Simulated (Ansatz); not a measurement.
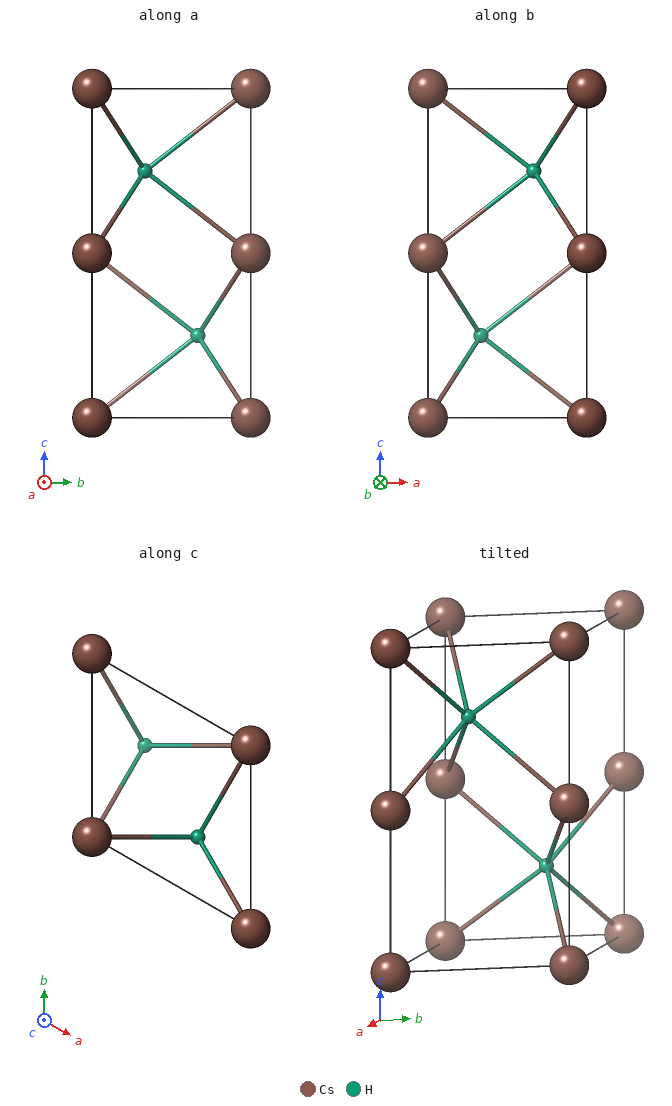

Ball-and-stick drawing of the structure, looking along the a axis, along the b axis, along the c axis and slightly off an axis. Thin lines show the conventional unit cell, with boundary atoms drawn in all their periodic places.

Lattice parameters: a = 4.314 Å, b = 4.314 Å, c = 7.751 Å, α = 90.00°, β = 90.00°, γ = 120.00°.

### Write the structure as a table of Wyckoff sites.

Space group P6_3/mmc (No. 194).
```json
{"atom": "Cs", "site": "2a", "x": "0.0000", "y": "0.0000", "z": "0.0000"}
{"atom": "H", "site": "2c", "x": "0.3333", "y": "0.6667", "z": "0.2500"}
```

Its origin is a structure type filled with these elements by a generator (whether the compound takes this form wasn't checked). The cell was then strained or its atoms displaced on purpose. An electronic-structure calculation with Ansatz was run on it.
